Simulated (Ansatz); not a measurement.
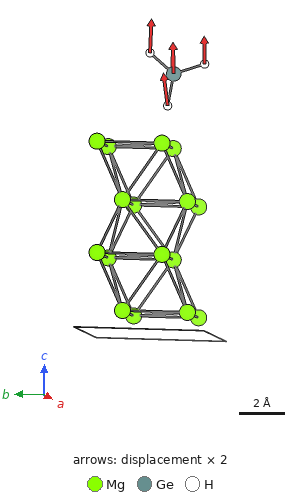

A constrained relaxation of a slab of composition Mg16GeH4 (cut from the P6_3/mmc phase). The starting structure is drawn; red arrows show the displacements, magnified 2 times.

Style: ball-and-stick. Shown: the cell of the calculation, outlined in the plane, without the vacuum (origin shifted), from a free direction.

Case: 1 GeH4 a cell, tilted, over a bridge Mg-Mg site. The slab is the (0 0 1) face of Mg with GeH4 on it. 8 atoms are held fixed.

Method: DFT PBE+D3(BJ), scalar-relativistic, plane waves, PAW in Ansatz 0.2.0.

Input
```yaml
crystal:
  lattice:
    - [6.2975027423, 0.0, 0.0]
    - [-3.1487513711, 5.4537973552, 0.0]
    - [0.0, 0.0, 27.9657793485]
  atoms:
    - { symbol: Mg, position: [0.3333333333, 0.1666666667, 0.2860639033] }
    - { symbol: Mg, position: [0.3333333333, 0.6666666667, 0.2860639033] }
    - { symbol: Mg, position: [0.8333333333, 0.1666666667, 0.2860639033] }
    - { symbol: Mg, position: [0.8333333333, 0.6666666667, 0.2860639033] }
    - { symbol: Mg, position: [0.1666666667, 0.3333333333, 0.37643482] }
    - { symbol: Mg, position: [0.1666666667, 0.8333333333, 0.37643482] }
    - { symbol: Mg, position: [0.6666666667, 0.3333333333, 0.37643482] }
    - { symbol: Mg, position: [0.6666666667, 0.8333333333, 0.37643482] }
    - { symbol: Mg, position: [0.3333333333, 0.1666666667, 0.4663977] }
    - { symbol: Mg, position: [0.3333333333, 0.6666666667, 0.4663977] }
    - { symbol: Mg, position: [0.8333333333, 0.1666666667, 0.4663977] }
    - { symbol: Mg, position: [0.8333333333, 0.6666666667, 0.4663977] }
    - { symbol: Mg, position: [0.1666666667, 0.3333333333, 0.5574540128] }
    - { symbol: Mg, position: [0.1666666667, 0.8333333333, 0.5574540128] }
    - { symbol: Mg, position: [0.6666666667, 0.3333333333, 0.5574540128] }
    - { symbol: Mg, position: [0.6666666667, 0.8333333333, 0.5574540128] }
    - { symbol: Ge, position: [0.4616341193, 0.7944117899, 0.6754911309] }
    - { symbol: H, position: [0.4166666667, 0.8333333333, 0.6225335508] }
    - { symbol: H, position: [0.2820119945, 0.5251610873, 0.6900768142] }
    - { symbol: H, position: [0.4186592917, 0.969519353, 0.7077770182] }
    - { symbol: H, position: [0.7291801885, 0.8496241467, 0.6815699889] }
basis:
  ecutwfc: 420
kpoints:
  mp_grid: { grid: [4, 4, 1] }
hamiltonian:
  xc: pbe
  dispersion: d3bj
scf:
  occupations: { method: gaussian, width: 0.1 }
output:
  forces: true
  eigenvalues: true
  write_density: true
  write_potential: true
  elf: true
  volumetric_format: npy
relax:
  adjacent_minimum: "off"
  f_tol: 0.04
  max_steps: 100
  constraints: [{ sites: [0, 1, 2, 3, 4, 5, 6, 7] }]
efield:
  axis: 3
  dipole_correction: true
  ramp_width: 0.04
```

Command:
```bash
ansatz run input.yaml --threads 4 --pin off --max-ram 12288MiB --backend cpu --events-out ev --progress --plain --runs-dir out
```

Q: Describe the change and its energy.

A: The largest move is that of H20, 0.81 Å at 7° to the normal (+c side). Largest moves by element: H 0.81 Å, Ge 0.75 Å, Mg 0.01 Å. The lattice vectors keep their values. Some distances before and after: Mg14–Mg16 3.149 → 3.156 Å, Ge17–H18 1.550 → 1.544 Å, Mg11–Mg15 3.129 → 3.135 Å, Mg5–Mg10 3.104 → 3.109 Å. After 5 geometry steps the energy has fallen by 0.129 eV per cell of the calculation. The largest force component goes from 0.72 to 0.032 eV/Å.

Limits of the set-up: the periodic images lie only 6.3 Å apart, so the values are limited by the cell's size.
